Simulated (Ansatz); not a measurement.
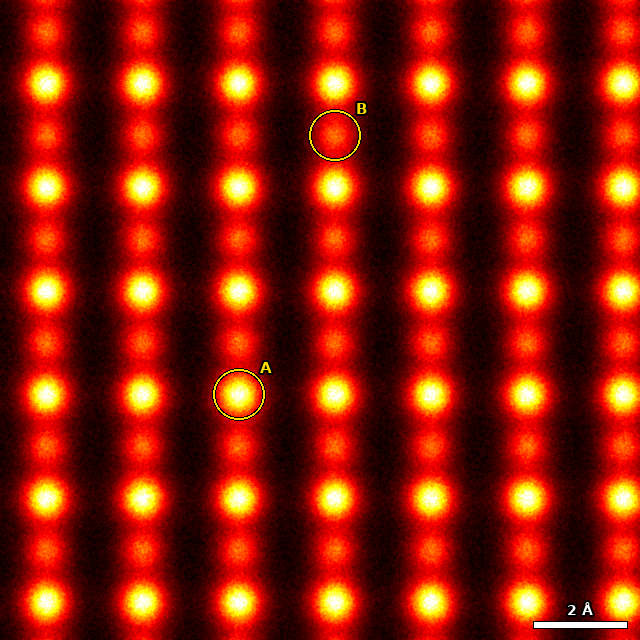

iDPC-like image of Cr (P6/mmm, No. 191) along [210]. Simulated as the projected potential of neutral atoms (B = 0.5 Å²) blurred by a 0.53 Å probe, the thin-sample limit of integrated differential phase contrast. Shot noise was added. Structure used: the geometry given to an electronic-structure calculation, possibly off equilibrium; the starting structure was generated, so it need not be a known form of this composition.

```
Cr
1.0
     4.20564    0.00000    0.00000
    -2.10282    3.64219    0.00000
     0.00000    0.00000    2.26924
Cr
3
Direct
  0.00000 0.00000 0.00000
  0.33333 0.66667 0.50000
  0.66667 0.33333 0.50000
```

Question: Which atoms make up the marked columns?

Answer: A: Cr (2 Cr per 7.28 Å along the beam; the brightest kind). B: Cr (1 Cr per 7.28 Å along the beam; about 50 % of the brightest peak). Brightness is counted from the darkest point of the image.
